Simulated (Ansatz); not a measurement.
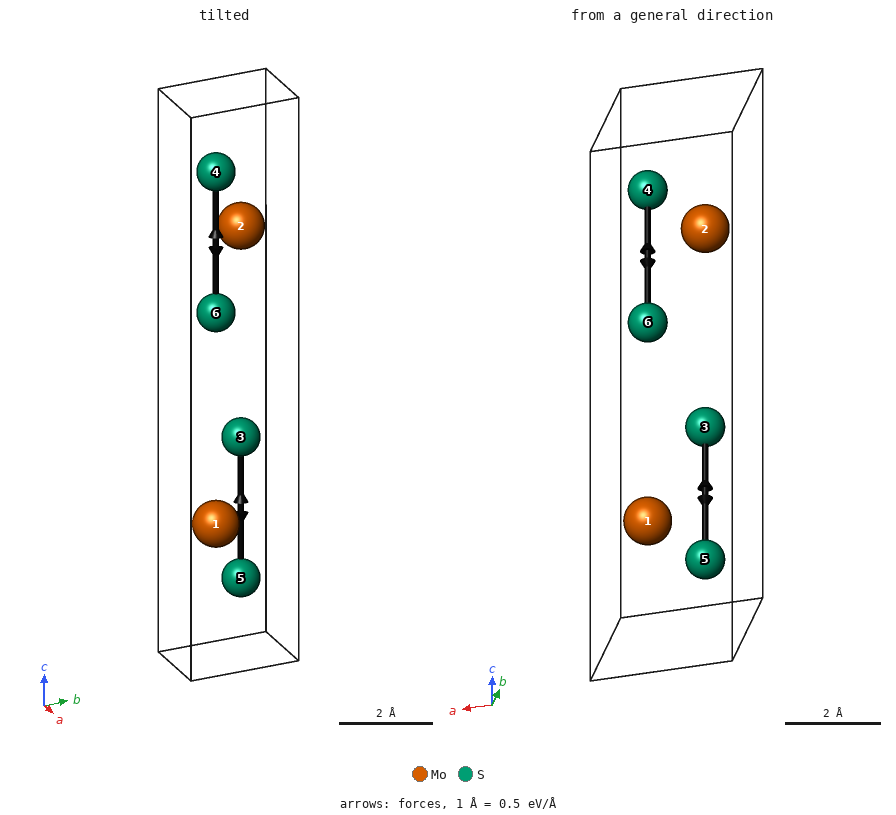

A spheres-only rendering, viewed slightly off an axis and from a general direction. The edges of the simulation cell are marked. The arrows are the computed forces on the atoms.

System: MoS$_{2}$. Calculation details: Hartree-Fock, plane waves, PAW (Ansatz); wavefunction cutoff 420 eV, k-point mesh 6×6×2, no spin polarisation.

### Are the forces small enough to call this converged?

No. The atoms still feel forces of up to about 0.78 eV/Å, far above a usual threshold of 0.01 to 0.03 eV/Å.

### On which atom is the force largest?

All S atoms, about 0.78 eV/Å.

Starting structure: a structure listed in the Materials Project. Earlier steps of the study, as a rule a relaxation of our own, may have changed the cell and positions, so they can lie some per cent off the listed ones. Ansatz was used for an electronic-structure calculation on it.
